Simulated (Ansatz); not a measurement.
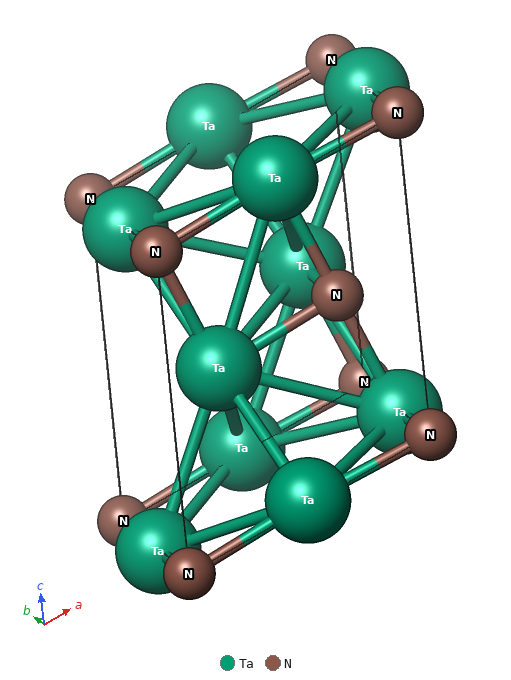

Structure drawing (ball-and-stick), viewed slightly off an axis. The outline marks the simulation cell.

```xyz
6
Lattice="0.0000 4.2844 0.0000 4.2844 0.0000 0.0000 2.1422 2.1422 -4.0803" Properties=species:S:1:pos:R:3 pbc="T T T"
Ta    2.1422    2.1422   -1.9749
Ta    4.2844    2.1422   -4.0151
Ta    4.2844    2.1422   -0.0653
Ta    4.2844    4.2844   -2.1055
N     0.0000    0.0000    0.0000
N     2.1422    4.2844   -2.0402
```

The numbers come from DFT, PAW plane waves, PBEsol (Ansatz), using E_cut = 420 eV, a 9×9×9 sampling of the Brillouin zone, Fermi-Dirac smearing of 0.014 eV, no spin polarisation. The pressure of the cell is 14 GPa.

What net charge does each kind of atom have (Bader)?

Ta +0.89 e; N -1.79 e.

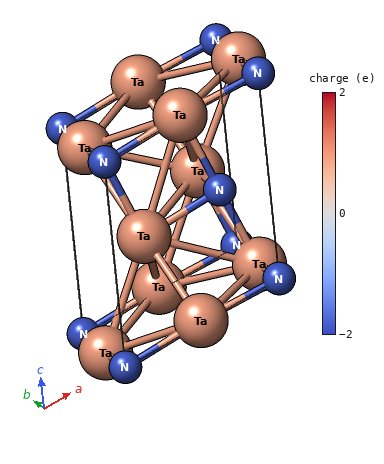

The atoms coloured by those charges.

The picture shows a generated cell, made by putting these elements into a known structure type (the compound may or may not exist in this form); the geometry isn't optimised. A calculation with Ansatz used it as input.

At this level of theory the cell isn't at rest (compressed, at 14 GPa), so its distances can differ from those at equilibrium, the more so the softer the solid.
